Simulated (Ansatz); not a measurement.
ZnO

```
Zn O
1.0
     5.51313    0.00000    0.00000
     0.00000    5.51313    0.00000
     0.00000    0.00000    3.24879
Zn O
4 4
Direct
  0.18179 0.18179 0.50000
  0.81821 0.81821 0.50000
  0.68179 0.31821 0.00000
  0.31821 0.68179 0.00000
  0.81748 0.18252 0.50000
  0.18252 0.81748 0.50000
  0.68252 0.68252 0.00000
  0.31748 0.31748 0.00000
```

Space group P4₂/mnm; a structure from a database of computed crystals, not necessarily the ambient phase; started from the database structure prototype, which need not be the ambient phase.

Level of theory: Ansatz, DFT, HSE06, plane waves, PAW.

In a PAW calculation such maps are meaningful between the atoms, not at the nuclei.

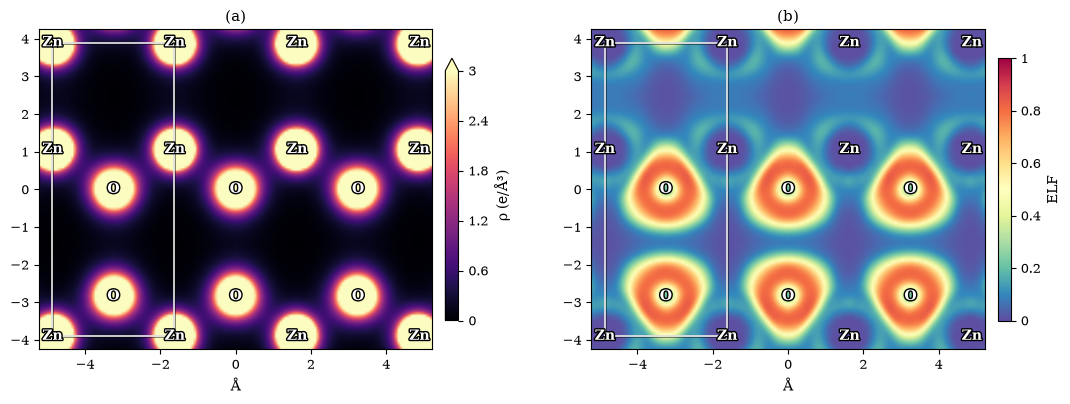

Figure 1. (a) valence pseudo-density; (b) electron localisation function on the (110) plane of the conventional cell.

> What do the fields say about this system?

- The plane passes through Zn and O nuclei.
- Zn–O (1.94 Å): ρ at the midpoint is about 0.65 e/Å³; the ELF peaks at about 0.85 in the valence shell of O, 0.6 Å from its nucleus, and is about 0.25 at the midpoint (no localised pair shows between them).
- Between the atoms the lowest density in this plane is 0.02 e/Å³.

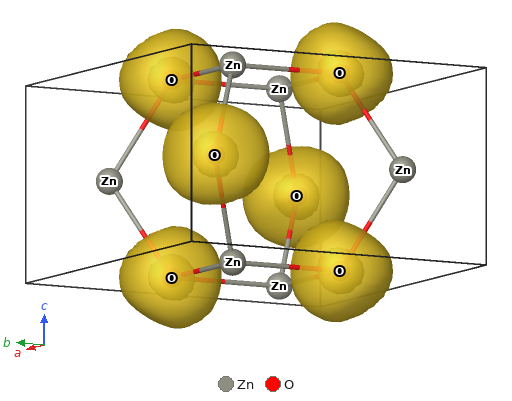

Figure 2. Isosurface of the electron localisation function at 0.7 (yellow), seen at an oblique angle. Only the valence region is drawn (cores and ρ < 0.01 e/Å³ removed). Sticks mark near contacts.

> Identify the bonds, lone pairs and shells in this picture.

The surface consists of four regions wrapped around O (the valence shell of each), counted in one cell of 8 atoms. Regions shared between cells count once. Profiles from the grid: Zn–O (2.01 Å): the ELF peaks at about 0.85 in the valence shell of O, 0.6 Å from its nucleus, and is about 0.25 at the midpoint; no shared electron pair shows on this line.

> Does the calculation make it a metal, or give it a gap?

It is gapped, with a Kohn–Sham gap of 2.5 eV on the k-point mesh, an upper bound to the gap of this method.
